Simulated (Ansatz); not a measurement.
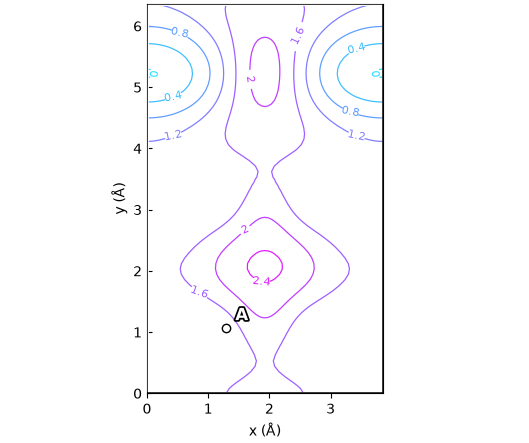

S on a Si(100) slab cut from the P6_3/mmc phase, its upper half relaxed before the scan (16 atoms of substrate and one adsorbate in a 2 × 1 cell). S is moved over the surface cell; relaxed at each place: the height of the adsorbate's atoms; substrate rigid; the origin of the map has the adsorbate above Si13. Places are given modulo a cell vector. The map is drawn in real space over the plane of the surface. The grid has 6 × 6 points; 24 points were computed and 12 follow by symmetry. Places are given in fractions of the 1 × 1 surface cell. Energies: eV, counted from the lowest grid point. Method: Ansatz 0.2.0, DFT PBE, scalar-relativistic, plane waves, PAW. Settings: cutoff 420 eV, k-mesh 4×4×1, gaussian smearing 0.05 eV, spin-polarised.

The picture shows contour lines labelled in eV, the outline of one cell of the plane, the point A. Between grid points the surface is interpolated.

**Is A at rest? If not, where is it pushed?**

A, at (2/6, 1/6) of the cell vectors, is not a stationary point. The computed force is 0.65 eV/Å in the plane, pointing down and left in the picture (components −0.56 and −0.33 eV/Å).

PAW datasets: the set soft_1.
